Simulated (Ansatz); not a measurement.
## C$_{216}$: single-point calculation (part 1 of 2)

C$_{216}$ (Fd-3m, 216 atoms in the cell), computed with DFT, r2SCAN, PAW, plane waves (Ansatz 0.2.0).

The structure was built on a prototype by a generator.

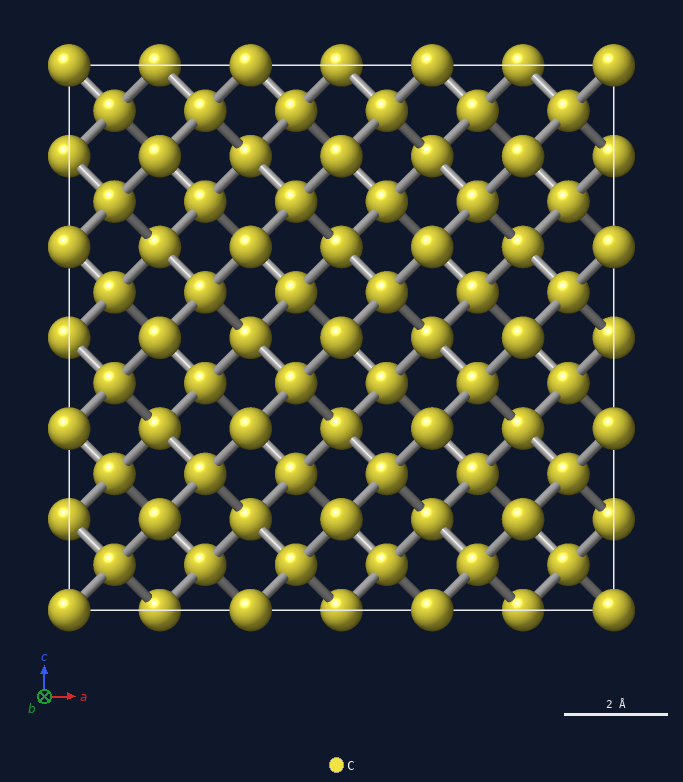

**Figure 1.** The structure as given in the input (ball-and-stick view of the cell of the calculation, along the b axis).

**Summary**

- outcome: converged
- space group (tolerance 0.01 Å): Fd-3m (227)
- electrons treated: 864
- free energy: −54334.0931 eV
- Fermi energy: 15.686 eV
- largest force (length of the vector): under 0.001 eV/Å
- hardware: 7 CPU threads, shared host
- wall time: 47 s (CPU time 5.1 min)
- peak memory: 7.1 GiB

**Remarks**

The program warns: the structure was made exactly symmetric. The k-point mesh is coarse for a cell of this size, so the results may not be converged.

**Input**
```yaml
crystal:
  lattice:
    - [10.661409, 0.000000, 0.000000]
    - [0.000000, 10.661409, 0.000000]
    - [0.000000, 0.000000, 10.661409]
  atoms:
    - { symbol: C, position: [0.000000, 0.000000, 0.000000] }
    - { symbol: C, position: [0.000000, 0.000000, 0.333333] }
    - { symbol: C, position: [0.000000, 0.000000, 0.666667] }
    - { symbol: C, position: [0.000000, 0.333333, 0.000000] }
    - { symbol: C, position: [0.000000, 0.333333, 0.333333] }
    - { symbol: C, position: [0.000000, 0.333333, 0.666667] }
    - { symbol: C, position: [0.000000, 0.666667, 0.000000] }
    - { symbol: C, position: [0.000000, 0.666667, 0.333333] }
    - { symbol: C, position: [0.000000, 0.666667, 0.666667] }
    - { symbol: C, position: [0.333333, 0.000000, 0.000000] }
    - { symbol: C, position: [0.333333, 0.000000, 0.333333] }
    - { symbol: C, position: [0.333333, 0.000000, 0.666667] }
    - { symbol: C, position: [0.333333, 0.333333, 0.000000] }
    - { symbol: C, position: [0.333333, 0.333333, 0.333333] }
    - { symbol: C, position: [0.333333, 0.333333, 0.666667] }
    - { symbol: C, position: [0.333333, 0.666667, 0.000000] }
    - { symbol: C, position: [0.333333, 0.666667, 0.333333] }
    - { symbol: C, position: [0.333333, 0.666667, 0.666667] }
    - { symbol: C, position: [0.666667, 0.000000, 0.000000] }
    - { symbol: C, position: [0.666667, 0.000000, 0.333333] }
    - { symbol: C, position: [0.666667, 0.000000, 0.666667] }
    - { symbol: C, position: [0.666667, 0.333333, 0.000000] }
    - { symbol: C, position: [0.666667, 0.333333, 0.333333] }
    - { symbol: C, position: [0.666667, 0.333333, 0.666667] }
    - { symbol: C, position: [0.666667, 0.666667, 0.000000] }
    - { symbol: C, position: [0.666667, 0.666667, 0.333333] }
    - { symbol: C, position: [0.666667, 0.666667, 0.666667] }
    - { symbol: C, position: [0.083333, 0.083333, 0.083333] }
    - { symbol: C, position: [0.083333, 0.083333, 0.416667] }
    - { symbol: C, position: [0.083333, 0.083333, 0.750000] }
    - { symbol: C, position: [0.083333, 0.416667, 0.083333] }
    - { symbol: C, position: [0.083333, 0.416667, 0.416667] }
    - { symbol: C, position: [0.083333, 0.416667, 0.750000] }
    - { symbol: C, position: [0.083333, 0.750000, 0.083333] }
    - { symbol: C, position: [0.083333, 0.750000, 0.416667] }
    - { symbol: C, position: [0.083333, 0.750000, 0.750000] }
    - { symbol: C, position: [0.416667, 0.083333, 0.083333] }
    - { symbol: C, position: [0.416667, 0.083333, 0.416667] }
    - { symbol: C, position: [0.416667, 0.083333, 0.750000] }
    - { symbol: C, position: [0.416667, 0.416667, 0.083333] }
    - { symbol: C, position: [0.416667, 0.416667, 0.416667] }
    - { symbol: C, position: [0.416667, 0.416667, 0.750000] }
    - { symbol: C, position: [0.416667, 0.750000, 0.083333] }
    - { symbol: C, position: [0.416667, 0.750000, 0.416667] }
    - { symbol: C, position: [0.416667, 0.750000, 0.750000] }
    - { symbol: C, position: [0.750000, 0.083333, 0.083333] }
    - { symbol: C, position: [0.750000, 0.083333, 0.416667] }
    - { symbol: C, position: [0.750000, 0.083333, 0.750000] }
    - { symbol: C, position: [0.750000, 0.416667, 0.083333] }
    - { symbol: C, position: [0.750000, 0.416667, 0.416667] }
    - { symbol: C, position: [0.750000, 0.416667, 0.750000] }
    - { symbol: C, position: [0.750000, 0.750000, 0.083333] }
    - { symbol: C, position: [0.750000, 0.750000, 0.416667] }
    - { symbol: C, position: [0.750000, 0.750000, 0.750000] }
    - { symbol: C, position: [0.166667, 0.166667, 0.000000] }
    - { symbol: C, position: [0.166667, 0.166667, 0.333333] }
    - { symbol: C, position: [0.166667, 0.166667, 0.666667] }
    - { symbol: C, position: [0.166667, 0.500000, 0.000000] }
    - { symbol: C, position: [0.166667, 0.500000, 0.333333] }
    - { symbol: C, position: [0.166667, 0.500000, 0.666667] }
    - { symbol: C, position: [0.166667, 0.833333, 0.000000] }
    - { symbol: C, position: [0.166667, 0.833333, 0.333333] }
    - { symbol: C, position: [0.166667, 0.833333, 0.666667] }
    - { symbol: C, position: [0.500000, 0.166667, 0.000000] }
    - { symbol: C, position: [0.500000, 0.166667, 0.333333] }
    - { symbol: C, position: [0.500000, 0.166667, 0.666667] }
    - { symbol: C, position: [0.500000, 0.500000, 0.000000] }
    - { symbol: C, position: [0.500000, 0.500000, 0.333333] }
    - { symbol: C, position: [0.500000, 0.500000, 0.666667] }
    - { symbol: C, position: [0.500000, 0.833333, 0.000000] }
    - { symbol: C, position: [0.500000, 0.833333, 0.333333] }
    - { symbol: C, position: [0.500000, 0.833333, 0.666667] }
    - { symbol: C, position: [0.833333, 0.166667, 0.000000] }
    - { symbol: C, position: [0.833333, 0.166667, 0.333333] }
    - { symbol: C, position: [0.833333, 0.166667, 0.666667] }
    - { symbol: C, position: [0.833333, 0.500000, 0.000000] }
    - { symbol: C, position: [0.833333, 0.500000, 0.333333] }
    - { symbol: C, position: [0.833333, 0.500000, 0.666667] }
    - { symbol: C, position: [0.833333, 0.833333, 0.000000] }
    - { symbol: C, position: [0.833333, 0.833333, 0.333333] }
    - { symbol: C, position: [0.833333, 0.833333, 0.666667] }
    - { symbol: C, position: [0.250000, 0.250000, 0.083333] }
    - { symbol: C, position: [0.250000, 0.250000, 0.416667] }
    - { symbol: C, position: [0.250000, 0.250000, 0.750000] }
    - { symbol: C, position: [0.250000, 0.583333, 0.083333] }
    - { symbol: C, position: [0.250000, 0.583333, 0.416667] }
    - { symbol: C, position: [0.250000, 0.583333, 0.750000] }
    - { symbol: C, position: [0.250000, 0.916667, 0.083333] }
    - { symbol: C, position: [0.250000, 0.916667, 0.416667] }
    - { symbol: C, position: [0.250000, 0.916667, 0.750000] }
    - { symbol: C, position: [0.583333, 0.250000, 0.083333] }
    - { symbol: C, position: [0.583333, 0.250000, 0.416667] }
    - { symbol: C, position: [0.583333, 0.250000, 0.750000] }
    - { symbol: C, position: [0.583333, 0.583333, 0.083333] }
    - { symbol: C, position: [0.583333, 0.583333, 0.416667] }
    - { symbol: C, position: [0.583333, 0.583333, 0.750000] }
    - { symbol: C, position: [0.583333, 0.916667, 0.083333] }
    - { symbol: C, position: [0.583333, 0.916667, 0.416667] }
    - { symbol: C, position: [0.583333, 0.916667, 0.750000] }
    - { symbol: C, position: [0.916667, 0.250000, 0.083333] }
    - { symbol: C, position: [0.916667, 0.250000, 0.416667] }
    - { symbol: C, position: [0.916667, 0.250000, 0.750000] }
    - { symbol: C, position: [0.916667, 0.583333, 0.083333] }
    - { symbol: C, position: [0.916667, 0.583333, 0.416667] }
    - { symbol: C, position: [0.916667, 0.583333, 0.750000] }
    - { symbol: C, position: [0.916667, 0.916667, 0.083333] }
    - { symbol: C, position: [0.916667, 0.916667, 0.416667] }
    - { symbol: C, position: [0.916667, 0.916667, 0.750000] }
    - { symbol: C, position: [0.166667, 0.000000, 0.166667] }
    - { symbol: C, position: [0.166667, 0.000000, 0.500000] }
    - { symbol: C, position: [0.166667, 0.000000, 0.833333] }
    - { symbol: C, position: [0.166667, 0.333333, 0.166667] }
    - { symbol: C, position: [0.166667, 0.333333, 0.500000] }
    - { symbol: C, position: [0.166667, 0.333333, 0.833333] }
    - { symbol: C, position: [0.166667, 0.666667, 0.166667] }
    - { symbol: C, position: [0.166667, 0.666667, 0.500000] }
    - { symbol: C, position: [0.166667, 0.666667, 0.833333] }
    - { symbol: C, position: [0.500000, 0.000000, 0.166667] }
    - { symbol: C, position: [0.500000, 0.000000, 0.500000] }
    - { symbol: C, position: [0.500000, 0.000000, 0.833333] }
    - { symbol: C, position: [0.500000, 0.333333, 0.166667] }
    - { symbol: C, position: [0.500000, 0.333333, 0.500000] }
    - { symbol: C, position: [0.500000, 0.333333, 0.833333] }
    - { symbol: C, position: [0.500000, 0.666667, 0.166667] }
    - { symbol: C, position: [0.500000, 0.666667, 0.500000] }
    - { symbol: C, position: [0.500000, 0.666667, 0.833333] }
    - { symbol: C, position: [0.833333, 0.000000, 0.166667] }
    - { symbol: C, position: [0.833333, 0.000000, 0.500000] }
    - { symbol: C, position: [0.833333, 0.000000, 0.833333] }
    - { symbol: C, position: [0.833333, 0.333333, 0.166667] }
    - { symbol: C, position: [0.833333, 0.333333, 0.500000] }
    - { symbol: C, position: [0.833333, 0.333333, 0.833333] }
    - { symbol: C, position: [0.833333, 0.666667, 0.166667] }
    - { symbol: C, position: [0.833333, 0.666667, 0.500000] }
    - { symbol: C, position: [0.833333, 0.666667, 0.833333] }
    - { symbol: C, position: [0.250000, 0.083333, 0.250000] }
    - { symbol: C, position: [0.250000, 0.083333, 0.583333] }
    - { symbol: C, position: [0.250000, 0.083333, 0.916667] }
    - { symbol: C, position: [0.250000, 0.416667, 0.250000] }
    - { symbol: C, position: [0.250000, 0.416667, 0.583333] }
    - { symbol: C, position: [0.250000, 0.416667, 0.916667] }
    - { symbol: C, position: [0.250000, 0.750000, 0.250000] }
    - { symbol: C, position: [0.250000, 0.750000, 0.583333] }
    - { symbol: C, position: [0.250000, 0.750000, 0.916667] }
    - { symbol: C, position: [0.583333, 0.083333, 0.250000] }
    - { symbol: C, position: [0.583333, 0.083333, 0.583333] }
    - { symbol: C, position: [0.583333, 0.083333, 0.916667] }
    - { symbol: C, position: [0.583333, 0.416667, 0.250000] }
    - { symbol: C, position: [0.583333, 0.416667, 0.583333] }
    - { symbol: C, position: [0.583333, 0.416667, 0.916667] }
    - { symbol: C, position: [0.583333, 0.750000, 0.250000] }
    - { symbol: C, position: [0.583333, 0.750000, 0.583333] }
    - { symbol: C, position: [0.583333, 0.750000, 0.916667] }
    - { symbol: C, position: [0.916667, 0.083333, 0.250000] }
    - { symbol: C, position: [0.916667, 0.083333, 0.583333] }
    - { symbol: C, position: [0.916667, 0.083333, 0.916667] }
    - { symbol: C, position: [0.916667, 0.416667, 0.250000] }
    - { symbol: C, position: [0.916667, 0.416667, 0.583333] }
    - { symbol: C, position: [0.916667, 0.416667, 0.916667] }
    - { symbol: C, position: [0.916667, 0.750000, 0.250000] }
    - { symbol: C, position: [0.916667, 0.750000, 0.583333] }
    - { symbol: C, position: [0.916667, 0.750000, 0.916667] }
    - { symbol: C, position: [0.000000, 0.166667, 0.166667] }
    - { symbol: C, position: [0.000000, 0.166667, 0.500000] }
    - { symbol: C, position: [0.000000, 0.166667, 0.833333] }
    - { symbol: C, position: [0.000000, 0.500000, 0.166667] }
    - { symbol: C, position: [0.000000, 0.500000, 0.500000] }
    - { symbol: C, position: [0.000000, 0.500000, 0.833333] }
    - { symbol: C, position: [0.000000, 0.833333, 0.166667] }
    - { symbol: C, position: [0.000000, 0.833333, 0.500000] }
    - { symbol: C, position: [0.000000, 0.833333, 0.833333] }
    - { symbol: C, position: [0.333333, 0.166667, 0.166667] }
    - { symbol: C, position: [0.333333, 0.166667, 0.500000] }
    - { symbol: C, position: [0.333333, 0.166667, 0.833333] }
    - { symbol: C, position: [0.333333, 0.500000, 0.166667] }
    - { symbol: C, position: [0.333333, 0.500000, 0.500000] }
    - { symbol: C, position: [0.333333, 0.500000, 0.833333] }
    - { symbol: C, position: [0.333333, 0.833333, 0.166667] }
    - { symbol: C, position: [0.333333, 0.833333, 0.500000] }
    - { symbol: C, position: [0.333333, 0.833333, 0.833333] }
    - { symbol: C, position: [0.666667, 0.166667, 0.166667] }
    - { symbol: C, position: [0.666667, 0.166667, 0.500000] }
    - { symbol: C, position: [0.666667, 0.166667, 0.833333] }
    - { symbol: C, position: [0.666667, 0.500000, 0.166667] }
    - { symbol: C, position: [0.666667, 0.500000, 0.500000] }
    - { symbol: C, position: [0.666667, 0.500000, 0.833333] }
    - { symbol: C, position: [0.666667, 0.833333, 0.166667] }
    - { symbol: C, position: [0.666667, 0.833333, 0.500000] }
    - { symbol: C, position: [0.666667, 0.833333, 0.833333] }
    - { symbol: C, position: [0.083333, 0.250000, 0.250000] }
    - { symbol: C, position: [0.083333, 0.250000, 0.583333] }
    - { symbol: C, position: [0.083333, 0.250000, 0.916667] }
    - { symbol: C, position: [0.083333, 0.583333, 0.250000] }
    - { symbol: C, position: [0.083333, 0.583333, 0.583333] }
    - { symbol: C, position: [0.083333, 0.583333, 0.916667] }
    - { symbol: C, position: [0.083333, 0.916667, 0.250000] }
    - { symbol: C, position: [0.083333, 0.916667, 0.583333] }
    - { symbol: C, position: [0.083333, 0.916667, 0.916667] }
    - { symbol: C, position: [0.416667, 0.250000, 0.250000] }
    - { symbol: C, position: [0.416667, 0.250000, 0.583333] }
    - { symbol: C, position: [0.416667, 0.250000, 0.916667] }
    - { symbol: C, position: [0.416667, 0.583333, 0.250000] }
    - { symbol: C, position: [0.416667, 0.583333, 0.583333] }
    - { symbol: C, position: [0.416667, 0.583333, 0.916667] }
    - { symbol: C, position: [0.416667, 0.916667, 0.250000] }
    - { symbol: C, position: [0.416667, 0.916667, 0.583333] }
    - { symbol: C, position: [0.416667, 0.916667, 0.916667] }
    - { symbol: C, position: [0.750000, 0.250000, 0.250000] }
    - { symbol: C, position: [0.750000, 0.250000, 0.583333] }
    - { symbol: C, position: [0.750000, 0.250000, 0.916667] }
    - { symbol: C, position: [0.750000, 0.583333, 0.250000] }
    - { symbol: C, position: [0.750000, 0.583333, 0.583333] }
    - { symbol: C, position: [0.750000, 0.583333, 0.916667] }
    - { symbol: C, position: [0.750000, 0.916667, 0.250000] }
    - { symbol: C, position: [0.750000, 0.916667, 0.583333] }
    - { symbol: C, position: [0.750000, 0.916667, 0.916667] }
kpoints:
  mp_grid: { grid: [1, 1, 1] }
hamiltonian:
  xc: r2scan
scf:
  occupations: { method: fermi_dirac, width: 0.01 }
output:
  forces: true
  eigenvalues: true
  populations: true
  eigenstates: { kpoints: [[0, 0, 0]], e_range: [-6.0, 6.0], localisation: true }
```

**The program's output**
```
Pseudopotentials: kind: paw
Functional definition: r2SCAN
  parameter k0 = 0.174
  parameter k1 = 0.065
  parameter a1 = 4.9479
  exchange = r2scan_x(k0 = k0, k1 = k1, a1 = a1)
  correlation = r2scan_c
Crystal: 216 atoms, lattice volume = 1211.836 Å³
Basis set: ecut = 500 eV, 30839 PW (Γ), exchange–correlation on 320×320×320 points (64 copies of the dense FFT grid, shifted against one another)
Bands: 648, of which v1, the nominal top of the filled ones, is band 432 counted from 1 (431 counted from 0)
Symmetry: 5184 space group operations
Space group: Fd-3m (ITA 227), of the structure as read, at distance tolerance 1.1e-4 Å
k-points: 1
Non-local potential: C, projectors of the file, l = 0: 2, l = 1: 2, l = 2: 1
PAW form: soft (Blöchl's): semilocal exchange-correlation on the pseudo side does not see the compensation charge
PAW frozen core: C, regenerated for the run's functional (the file was generated under x = pbe(κ = 0.804, μ = 0.2195149727645171), c = pbe(β = 0.06672455060314922))
PAW one-centre angular grid: C, 302 points (default); XC on 239 of its mesh's 2573 points in the sphere
Initial density: superposition of atomic densities (neutral atoms: chi_scale 0, normalization atom), corrected by the library's trained network
Initial wavefunctions: pseudopotential atomic-orbital guess
Functional: x = r2scan, c = r2scan; τ floored in thin density (d = 2e-4 eV/Å³)
SCF iter   1: F=—  HF=-54327.889660 eV  |F-HF|=—  |Δ(HF+E_count)|=         —  Δρ=8.89e-3  dr2=2.54e-1  dr2_τ=4.28e1  ethr=1.77e-3  ⟨swp⟩=5.0  Hψ=2666  notcnv=0  defer=129
preconditioner: auto → Resta (q_TF=auto, 2.579 Å⁻¹)  ε∞=4.0  [insulator: Δε(μ)=4.341 eV  Ē_g=18.129 eV  σ=0.010 eV  W_gap=1.00  n_scr=364 (ndim 8)  ℏωp=31.4 eV  f_vac=0.000  D(μ)=0.00/eV (n_scr^D=0)  ε∞_Penn≈4.0]
SCF iter   2: F=—  HF=-54334.090285 eV  |F-HF|=—  |Δ(HF+E_count)|=    6.20e0  Δρ=6.18e-3  dr2=1.29e-1  dr2_τ=7.20e-3  ethr=2.94e-5  ⟨swp⟩=3.0  Hψ=1190  notcnv=0  defer=210
SCF iter   3: F=—  HF=-54334.089085 eV  |F-HF|=—  |Δ(HF+E_count)|=   1.20e-3  Δρ=1.89e-3  dr2=1.36e-2  dr2_τ=3.10e-3  ethr=1.49e-5  ⟨swp⟩=2.0  Hψ=709  notcnv=0  defer=210
SCF iter   4: F=—  HF=-54334.092792 eV  |F-HF|=—  |Δ(HF+E_count)|=   3.71e-3  Δρ=4.58e-4  dr2=8.77e-4  dr2_τ=4.37e-5  ethr=1.58e-6  ⟨swp⟩=2.0  Hψ=869  notcnv=0  defer=210
SCF iter   5: F=—  HF=-54334.092829 eV  |F-HF|=—  |Δ(HF+E_count)|=   3.66e-5  Δρ=3.67e-5  dr2=8.56e-6  dr2_τ=5.28e-7  ethr=1.01e-7  ⟨swp⟩=2.0  Hψ=664  notcnv=0  defer=210
SCF iter   6: F=—  HF=-54334.093085 eV  |F-HF|=—  |Δ(HF+E_count)|=   2.56e-4  Δρ=8.80e-6  dr2=3.09e-7  dr2_τ=7.50e-8  ethr=9.91e-10  ⟨swp⟩=2.0  Hψ=870  notcnv=0  defer=210
SCF iter   7: F=-54334.093085 eV  HF=-54334.093085 eV  |F-HF|=2.54e-8  |Δ(HF+E_count)|=   2.01e-7  Δρ=3.29e-6  dr2=3.90e-8  dr2_τ=6.40e-9  ethr=1.16e-11  ⟨swp⟩=15.0  Hψ=3820  notcnv=0
SCF 1 converged in 7 iterations: F = -54334.093085 eV  dr2 = 3.90e-8
  greatest PAW one-centre occupation: 0.659 electrons in one spin orbital (limit 2), on the C atom at site 215 (counted from 0), in its partial waves of l = 0
NSCF: frozen V_eff on 1 k-points
SCF converged after 7 iterations
Free energy (F): -54334.093085 eV
Harris-Foulkes:  -54334.093085 eV  (|F-HF|=2.54e-8)
Internal energy: -54334.093085 eV  (E = F + TS)
E sigma→0 (E₀):  -54334.093085 eV
Fermi energy:    15.686269 eV
--- Per-component energies (eV) ---
  E_band       = 3385.606965
  E_kinetic    = 19980.297412
  E_local      = -13009.722314  (includes V_loc(G=0)·N_el)
  E_nonlocal   = 5685.835319
  E_hartree    = 2869.691261
  E_xc         = -10374.690730
  E_vxc        = -14337.165954  (∫ρ·V_xc dr)
  E_paw        = -21763.523771  (= ΣΔE_a)
  E_vpaw       = -1429.410207  (= ΣTr[D̂ρ^β])
  E_aug_tail   = 0.000927  (compensation charges beyond the density's cutoff)
  E_vtau       = 756.386783  (kinetic-family band-sum trace: ∫τ·v_τ [+ j·A + Jᵃ·Aᵃ] dr)
  E_ewald      = -37716.630063
  E_core_change = -5.351127  (= ΣΔE_core)
  E_smearing   = -0.000000  (= −TS)
  E_closure    = 0.000000  (closes the sum)
  Σ components = -54334.093085   (vs F -54334.093085, Δ=0.00e0)
```
